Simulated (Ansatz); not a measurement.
HPt4 (slab)

```xyz
5
Lattice="2.7532 0.0000 0.0000 -1.3766 2.3843 0.0000 0.0000 0.0000 25.7439" Properties=species:S:1:pos:R:3 pbc="T T T"
Pt    1.3766    0.7948    8.5001
Pt    0.0000    1.5896   10.7481
Pt    0.0000    0.0000   13.0066
Pt    1.3766    0.7948   15.3089
H     1.3766    0.7948   16.8615
```

Computed without spin polarisation.

Theory: DFT LDA, scalar-relativistic, plane waves, PAW (Ansatz).

What will maps of the valence pseudo-density and electron localisation function show?

Pt–H (1.55 Å): ρ is about 2.4 e/Å³ halfway; the ELF climbs to about 1 towards the hydrogen.
Pt–Pt (2.75 Å): ρ is about 0.39 e/Å³ halfway; the ELF is about 0.30 at the midpoint: no localised pair shows between them.

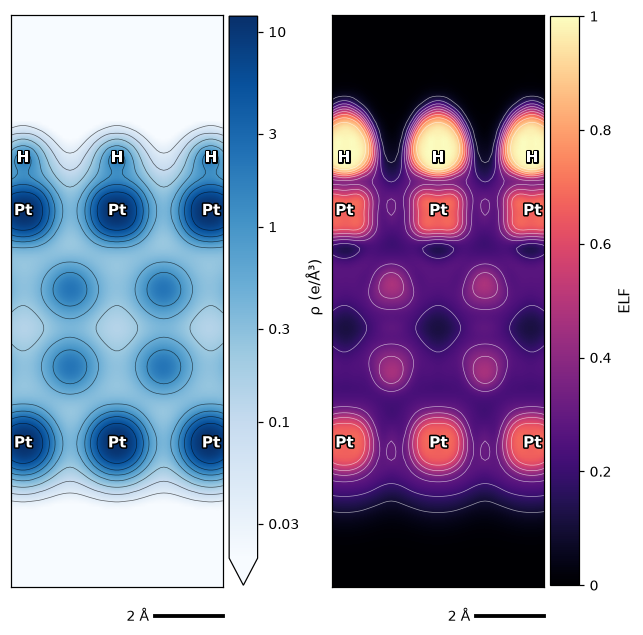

Computed valence pseudo-density and electron localisation function on the (100) plane of the calculation cell, a cut from vacuum to vacuum, in this order. Atoms just off the plane (Pt, 0.8 Å away) can leave unmarked features too.

In a PAW calculation such maps are meaningful between the atoms, not at the nuclei.
